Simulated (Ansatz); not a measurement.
## HfO₂: geometry relaxation (part 1 of 2)

The run: geometry relaxation of HfO₂ (P4₂/nmc, 6 atoms in the cell). Method and program: DFT PBE, scalar-relativistic, plane waves, PAW, no spin polarisation (Ansatz 0.2.0).

The structure derives from a Materials Project entry. Figures and captions count atoms from 1; the log counts them from 0 in places.

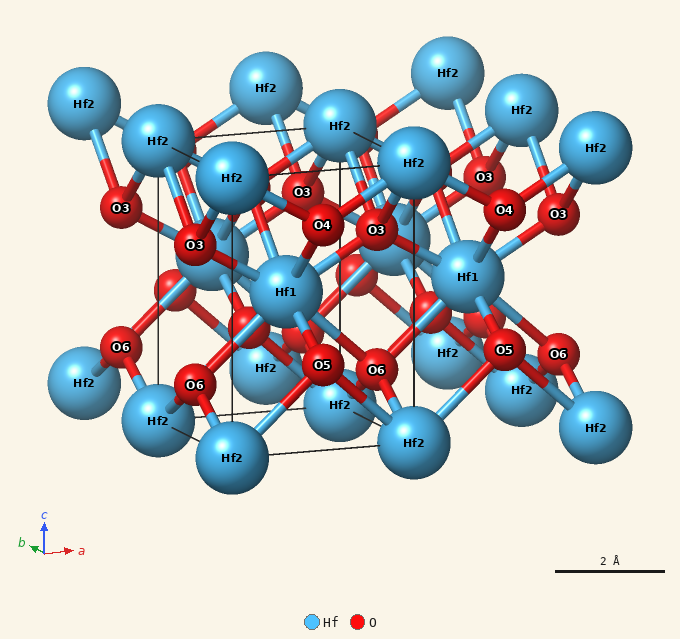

Fig. 1: The input geometry (ball-and-stick view of the cell of the calculation, repeated 2 × 2 × 1, seen slightly off an axis; atoms are numbered from 1 in the order of the input). An atom can appear more than once, as a periodic image.

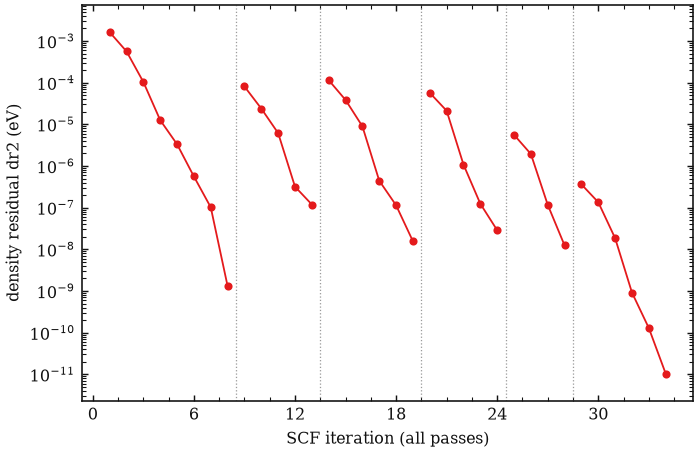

Fig. 2: Convergence of the self-consistent field: density residual dr2 against the SCF iteration. The dotted lines part the SCF passes of the relaxation: geometry steps, rejected trials and re-solves on a re-selected basis. The 6 passes take 4 to 8 iterations each, 34 in all.

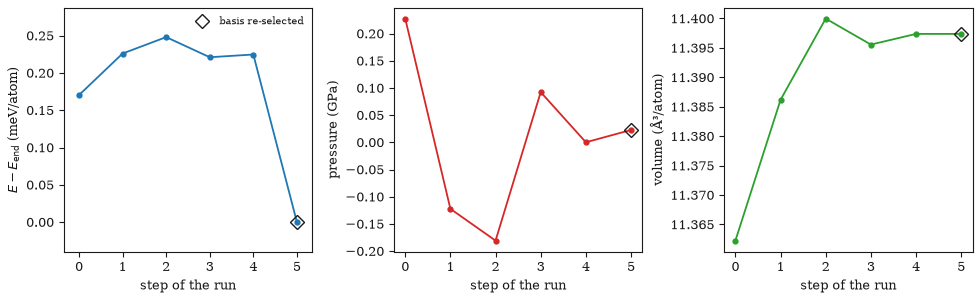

Fig. 3: Progress of the relaxation, step by step (the first geometry is step 0 here and step 1 in the log). The largest moves relative to the cell, 0.009 Å, are those of O3, O4, O5 and O6. Hf stays in place. The volume changes by +0.3 %, with a = b 3.603 → 3.604 Å (0.0 %), c 5.251 → 5.264 Å (+0.3 %). Among the contacts that change: Hf1–O4 2.410 → 2.420 Å. The space group stays P4_2/nmc (No. 137). The energy rises by 0.1 meV per atom in 4 geometry steps. Largest force component: 0.026 eV/Å at the start, under 0.0001 eV/Å at the end. Pressure: 0.23 GPa at the start and 0.02 GPa at the end. A last SCF at the same geometry on a re-selected plane-wave basis shifts the energy by −0.2 meV per atom. (Atoms are counted from 1 in the order of the input.)

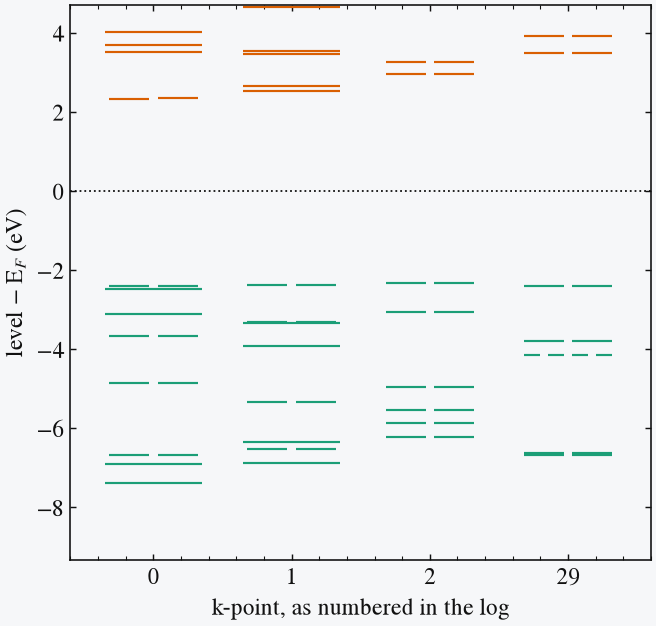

Fig. 4: Kohn–Sham levels near the Fermi level (dotted) at the few k-points that the log prints; levels within 0.02 eV of each other stand side by side. Among these points the highest filled and lowest empty levels are 4.67 eV apart, which is the gap on the mesh.

The input and output of the run follow.

The input:
```yaml
crystal:
  lattice:
    - [3.603314769, 0.0, 0.0]
    - [0.0, 3.603314769, 0.0]
    - [0.0, 0.0, 5.2506272416]
  atoms:
    - { symbol: Hf, position: [0.5, 0.5, 0.5] }
    - { symbol: Hf, position: [0.0, 0.0, 0.0] }
    - { symbol: O, position: [0.0, 0.5, 0.6950113365] }
    - { symbol: O, position: [0.5, 0.0, 0.8049886635] }
    - { symbol: O, position: [0.5, 0.0, 0.3049886635] }
    - { symbol: O, position: [0.0, 0.5, 0.1950113365] }
basis:
  ecutwfc: 420
kpoints:
  mp_grid: { grid: [6, 6, 4] }
hamiltonian:
  xc: pbe
scf:
  occupations: { method: gaussian, width: 0.02 }
output:
  forces: true
  stress: true
  eigenvalues: true
relax:
  adjacent_minimum: "off"
  f_tol: 0.005
  max_steps: 80
  cell: { stress_tol: 0.05 }
```

Command:
```bash
ansatz run input.yaml --threads 4 --pin off --max-ram 10240MiB --backend cpu --events-out ev --progress --plain --runs-dir out
```

What the program printed:
```
Engine: ansatz 0.2.0, aarch64-unknown-linux-gnu
Pseudopotentials: kind: paw
Pseudopotential: Hf, paw, valence charge 26, recommended cutoff 420 eV (normal), Hf.paw.azcp
Pseudopotential: O, paw, valence charge 6, recommended cutoff 420 eV (normal), O.paw.azcp
Functional definition: PBE
  parameter kappa = 0.804
  parameter beta = 0.06672455060314922
  exchange = pbe_x(kappa = kappa, mu = beta*pi^2/3)
  correlation = pbe_c(beta = beta)
Crystal: 6 atoms, lattice volume = 68.173 Å³
Basis set: ecut = 420 eV, 1321 PW (Γ), exchange–correlation on 50×50×72 points (8 copies of the dense FFT grid, shifted against one another)
Bands: 46, of which v1, the nominal top of the filled ones, is band 38 counted from 1 (37 counted from 0)
Symmetry: 16 space group operations
Space group: P42/nmc (ITA 137), of the structure as read, at distance tolerance 4.1e-5 Å
k-points: 30 of 144
Non-local potential: Hf, projectors of the file, l = 0: 3, l = 1: 2, l = 2: 2, l = 3: 3
Non-local potential: O, projectors of the file, l = 0: 2, l = 1: 2, l = 2: 1
PAW form: soft (Blöchl's): semilocal exchange-correlation on the pseudo side does not see the compensation charge
PAW one-centre angular grid: Hf, 590 points (default); XC on 64 Gauss nodes
PAW one-centre angular grid: O, 110 points (default); XC on 64 Gauss nodes
Initial density: superposition of atomic densities (neutral atoms: chi_scale 0, normalization atom), corrected by the library's trained network
Initial wavefunctions: pseudopotential atomic-orbital guess
Functional: x = pbe(κ = 0.804, μ = 0.2195149727645171), c = pbe(β = 0.06672455060314922)
SCF iter   1: F=—  HF=-33723.037500 eV  |F-HF|=—  |Δ(HF+E_count)|=         —  Δρ=3.07e-3  dr2=1.63e-3  ethr=1.77e-3  ⟨swp⟩=6.1  Hψ=4403  notcnv=0
preconditioner: auto → Resta (q_TF=auto, 2.778 Å⁻¹)  ε∞=5.4  [insulator: Δε(μ)=4.639 eV  Ē_g=18.168 eV  σ=0.020 eV  W_gap=1.00  n_scr=28 (ndim 8)  ℏωp=38.2 eV  f_vac=0.063  D(μ)=0.00/eV (n_scr^D=0)  ε∞_Penn≈5.4]
SCF iter   2: F=—  HF=-33723.038521 eV  |F-HF|=—  |Δ(HF+E_count)|=   1.02e-3  Δρ=1.64e-3  dr2=5.65e-4  ethr=2.14e-6  ⟨swp⟩=2.4  Hψ=2827  notcnv=0  defer=43
SCF iter   3: F=—  HF=-33723.038965 eV  |F-HF|=—  |Δ(HF+E_count)|=   4.45e-4  Δρ=4.42e-4  dr2=1.04e-4  ethr=7.43e-7  ⟨swp⟩=2.0  Hψ=2244  notcnv=0  defer=43
SCF iter   4: F=—  HF=-33723.038932 eV  |F-HF|=—  |Δ(HF+E_count)|=   3.28e-5  Δρ=1.44e-4  dr2=1.26e-5  ethr=1.37e-7  ⟨swp⟩=2.0  Hψ=2172  notcnv=0  defer=43
SCF iter   5: F=—  HF=-33723.038806 eV  |F-HF|=—  |Δ(HF+E_count)|=   1.26e-4  Δρ=6.52e-5  dr2=3.33e-6  ethr=1.66e-8  ⟨swp⟩=2.0  Hψ=2021  notcnv=0  defer=43
SCF iter   6: F=—  HF=-33723.038809 eV  |F-HF|=—  |Δ(HF+E_count)|=   2.62e-6  Δρ=2.62e-5  dr2=5.60e-7  ethr=4.38e-9  ⟨swp⟩=2.5  Hψ=2286  notcnv=0  defer=43
SCF iter   7: F=—  HF=-33723.038809 eV  |F-HF|=—  |Δ(HF+E_count)|=   3.64e-7  Δρ=1.47e-5  dr2=1.02e-7  ethr=7.37e-10  ⟨swp⟩=2.0  Hψ=2143  notcnv=0  defer=43
SCF iter   8: F=-33723.038809 eV  HF=-33723.038809 eV  |F-HF|=4.73e-10  |Δ(HF+E_count)|=   1.20e-7  Δρ=1.67e-6  dr2=1.31e-9  ethr=1.32e-10  ⟨swp⟩=7.6  Hψ=5593  notcnv=0
SCF 1 converged in 8 iterations: F = -33723.038809 eV  dr2 = 1.31e-9
  greatest PAW one-centre occupation: 0.999 electrons in one spin orbital (limit 2), on the Hf atom at site 1 (counted from 0), in its partial waves of l = 0
relax step   1: F+E_penalty+E_count = -33723.03880917 eV  Δ(F+E_penalty+E_count) = +0.000e0 eV  max|allowed force component| = 2.601e-2 eV/Å  Δτ_max = 0.0000 Å  P = +0.228 GPa  Ω = 68.173 Å³  (8 SCF iters, dr2 threshold 1.00e-7 eV, accepted)
Crystal: 6 atoms, lattice volume = 68.317 Å³
Initial density: handed on by an earlier stage of this run
Initial wavefunctions: those handed on with the density
iter 1 solved again at ethr=1.23e-7 eV; its pass at ethr=3.10e-3 eV (dr2=9.33e-5 eV) is discarded
SCF iter   1: F=—  HF=-33723.038621 eV  |F-HF|=—  |Δ(HF+E_count)|=         —  Δρ=4.44e-4  dr2=8.10e-5  ethr=1.23e-7  ⟨swp⟩=2.6  Hψ=5975  notcnv=0
preconditioner: auto → Resta (q_TF=auto, 2.777 Å⁻¹)  ε∞=5.4  [insulator: Δε(μ)=4.651 eV  Ē_g=18.163 eV  σ=0.020 eV  W_gap=1.00  n_scr=28 (ndim 8)  ℏωp=38.1 eV  f_vac=0.065  D(μ)=0.00/eV (n_scr^D=0)  ε∞_Penn≈5.4]
SCF iter   2: F=—  HF=-33723.038476 eV  |F-HF|=—  |Δ(HF+E_count)|=   1.45e-4  Δρ=2.27e-4  dr2=2.39e-5  ethr=1.07e-7  ⟨swp⟩=2.0  Hψ=1723  notcnv=0
SCF iter   3: F=—  HF=-33723.038475 eV  |F-HF|=—  |Δ(HF+E_count)|=   5.84e-7  Δρ=9.56e-5  dr2=6.16e-6  ethr=3.14e-8  ⟨swp⟩=1.6  Hψ=1422  notcnv=0
SCF iter   4: F=—  HF=-33723.038475 eV  |F-HF|=—  |Δ(HF+E_count)|=   3.85e-7  Δρ=2.20e-5  dr2=3.19e-7  ethr=8.11e-9  ⟨swp⟩=2.0  Hψ=2271  notcnv=0
SCF iter   5: F=-33723.038475 eV  HF=-33723.038475 eV  |F-HF|=1.29e-7  |Δ(HF+E_count)|=   2.63e-7  Δρ=1.37e-5  dr2=1.19e-7  ethr=3.99e-10  ⟨swp⟩=5.1  Hψ=5495  notcnv=0
SCF 2 converged in 5 iterations: F = -33723.038475 eV  dr2 = 1.19e-7
relax step   2: F+E_penalty+E_count = -33723.03847507 eV  Δ(F+E_penalty+E_count) = +3.341e-4 eV  max|allowed force component| = 2.757e-2 eV/Å  Δτ_max = 0.0027 Å  P = -0.122 GPa  Ω = 68.317 Å³  energy of the carried Pulay correction = -6.923e-4 eV  (5 SCF iters, dr2 threshold 3.04e-7 eV, accepted)
Crystal: 6 atoms, lattice volume = 68.400 Å³
iter 1 solved again at ethr=1.56e-7 eV; its pass at ethr=3.10e-3 eV (dr2=1.19e-4 eV) is discarded
SCF iter   1: F=—  HF=-33723.038471 eV  |F-HF|=—  |Δ(HF+E_count)|=         —  Δρ=5.58e-4  dr2=1.15e-4  ethr=1.56e-7  ⟨swp⟩=2.0  Hψ=5842  notcnv=0
preconditioner: auto → Resta (q_TF=auto, 2.777 Å⁻¹)  ε∞=5.4  [insulator: Δε(μ)=4.662 eV  Ē_g=18.162 eV  σ=0.020 eV  W_gap=1.00  n_scr=28 (ndim 8)  ℏωp=38.1 eV  f_vac=0.065  D(μ)=0.00/eV (n_scr^D=0)  ε∞_Penn≈5.4]
SCF iter   2: F=—  HF=-33723.038468 eV  |F-HF|=—  |Δ(HF+E_count)|=   3.40e-6  Δρ=3.12e-4  dr2=3.85e-5  ethr=1.51e-7  ⟨swp⟩=1.8  Hψ=1433  notcnv=0
SCF iter   3: F=—  HF=-33723.038345 eV  |F-HF|=—  |Δ(HF+E_count)|=   1.23e-4  Δρ=1.19e-4  dr2=8.97e-6  ethr=5.06e-8  ⟨swp⟩=3.0  Hψ=2772  notcnv=0
SCF iter   4: F=—  HF=-33723.038343 eV  |F-HF|=—  |Δ(HF+E_count)|=   2.15e-6  Δρ=2.68e-5  dr2=4.43e-7  ethr=1.18e-8  ⟨swp⟩=2.0  Hψ=2229  notcnv=0
SCF iter   5: F=—  HF=-33723.038343 eV  |F-HF|=—  |Δ(HF+E_count)|=   9.99e-8  Δρ=1.39e-5  dr2=1.14e-7  ethr=5.83e-10  ⟨swp⟩=2.2  Hψ=2332  notcnv=0
SCF iter   6: F=-33723.038343 eV  HF=-33723.038343 eV  |F-HF|=1.73e-8  |Δ(HF+E_count)|=   1.08e-7  Δρ=4.21e-6  dr2=1.56e-8  ethr=7.99e-11  ⟨swp⟩=4.1  Hψ=4859  notcnv=0
SCF 3 converged in 6 iterations: F = -33723.038343 eV  dr2 = 1.56e-8
relax step   3: F+E_penalty+E_count = -33723.03834302 eV  Δ(F+E_penalty+E_count) = +1.320e-4 eV  max|allowed force component| = 1.035e-2 eV/Å  Δτ_max = 0.0045 Å  P = -0.181 GPa  Ω = 68.400 Å³  energy of the carried Pulay correction = -1.091e-3 eV  (6 SCF iters, dr2 threshold 6.07e-8 eV, accepted)
Crystal: 6 atoms, lattice volume = 68.373 Å³
iter 1 solved again at ethr=7.56e-8 eV; its pass at ethr=3.10e-3 eV (dr2=5.74e-5 eV) is discarded
SCF iter   1: F=—  HF=-33723.038628 eV  |F-HF|=—  |Δ(HF+E_count)|=         —  Δρ=3.73e-4  dr2=5.70e-5  ethr=7.56e-8  ⟨swp⟩=2.9  Hψ=5934  notcnv=0
preconditioner: auto → Resta (q_TF=auto, 2.777 Å⁻¹)  ε∞=5.4  [insulator: Δε(μ)=4.673 eV  Ē_g=18.167 eV  σ=0.020 eV  W_gap=1.00  n_scr=28 (ndim 8)  ℏωp=38.1 eV  f_vac=0.064  D(μ)=0.00/eV (n_scr^D=0)  ε∞_Penn≈5.4]
SCF iter   2: F=—  HF=-33723.038508 eV  |F-HF|=—  |Δ(HF+E_count)|=   1.21e-4  Δρ=2.19e-4  dr2=2.12e-5  ethr=7.50e-8  ⟨swp⟩=1.0  Hψ=1380  notcnv=0
SCF iter   3: F=—  HF=-33723.038507 eV  |F-HF|=—  |Δ(HF+E_count)|=   7.35e-7  Δρ=4.19e-5  dr2=1.08e-6  ethr=2.79e-8  ⟨swp⟩=2.7  Hψ=2760  notcnv=0
SCF iter   4: F=—  HF=-33723.038505 eV  |F-HF|=—  |Δ(HF+E_count)|=   2.02e-6  Δρ=1.92e-5  dr2=1.24e-7  ethr=1.67e-10  ⟨swp⟩=3.4  Hψ=6399  notcnv=0
SCF iter   5: F=-33723.038505 eV  HF=-33723.038505 eV  |F-HF|=3.02e-8  |Δ(HF+E_count)|=   1.31e-7  Δρ=8.50e-6  dr2=2.87e-8  ethr=1.63e-10  ⟨swp⟩=4.4  Hψ=5042  notcnv=0
SCF 4 converged in 5 iterations: F = -33723.038505 eV  dr2 = 2.87e-8
relax step   4: F+E_penalty+E_count = -33723.03850501 eV  Δ(F+E_penalty+E_count) = -1.620e-4 eV  max|allowed force component| = 2.056e-3 eV/Å  Δτ_max = 0.0027 Å  P = +0.092 GPa  Ω = 68.373 Å³  energy of the carried Pulay correction = -9.631e-4 eV  (5 SCF iters, dr2 threshold 1.27e-7 eV, accepted)
Crystal: 6 atoms, lattice volume = 68.384 Å³
iter 1 solved again at ethr=7.39e-9 eV; its pass at ethr=3.10e-3 eV (dr2=5.62e-6 eV) is discarded
```
